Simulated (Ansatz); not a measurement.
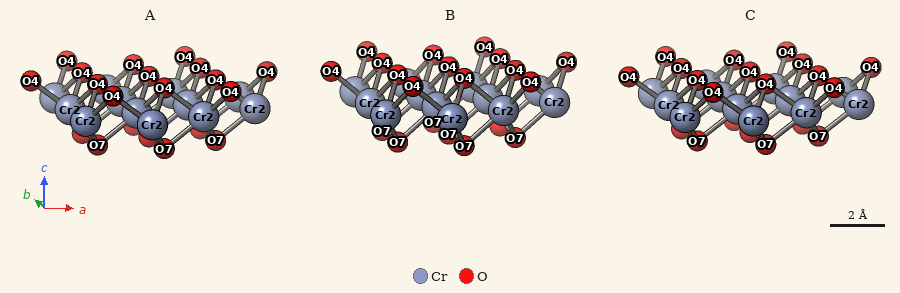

3 geometries from one relaxation of a crystal of CrO2 (a generated structure, set up in P-6m2) (coarse preliminary run), in shuffled order. Style: ball-and-stick. Shown: the atoms within 5.0 Å of the atom that moves most (axes of the 3 × 2 repeat of the cell, outlined in the plane, without the vacuum), slightly off an axis.

Case: S → O, W → Cr on all its sites, cell and atoms relaxed.

Method: DFT r2SCAN, scalar-relativistic, plane waves, PAW (Ansatz 0.2.0). (plane-wave cutoff 500 eV; k-point mesh 12 × 12 × 1; occupations gaussian; smearing width 0.1 eV; no spin polarisation; cell and atoms relaxed; force threshold 0.05 eV/Å; at most 60 steps)

Order the frames from highest to lowest energy.

B, C, A. They are steps 0, 1, 4, at +1.418 eV per cell of the calculation, +0.240 eV per cell of the calculation relative to the last. The energy falls by 1.418 eV per cell of the calculation in 3 accepted moves (4 points after the start). Largest force component: 3.5 eV/Å at the start, 0.023 eV/Å at the end. The SCF was repeated once at an unchanged geometry on a basis and grid sized afresh for the cell, which shifted the energy by 1.7 meV per cell of the calculation at most. The largest moves relative to the cell and the layer's centre, 0.36 Å, are those of O4 and O8. O4 goes along the normal (−c). By element the largest moves are O 0.36 Å, Cr 0.23 Å. In the plane the drawn cell goes a 7.776 → 7.796 Å (+0.3 %), b 5.184 → 5.197 Å (+0.3 %). Some distances before and after: Cr2–O4 1.963 → 1.887 Å, Cr2–Cr2 2.592 → 2.599 Å. Bond angles that change, for instance: O4–Cr2–O7 80.7° → 74.7°, Cr2–O7–Cr2 82.6° → 87.0°, O4–Cr2–O4 82.6° → 87.0°. The space group stays P-6m2 (No. 187). Cost: 2.7 min on 2 threads of Intel(R) Xeon(R) Processor @ 2.50GHz (Skylake/Cascade Lake), on a shared host, peak memory 0.72 GiB.

Limits of the set-up: layers or molecules are held without a dispersion correction, so their spacing is unreliable.
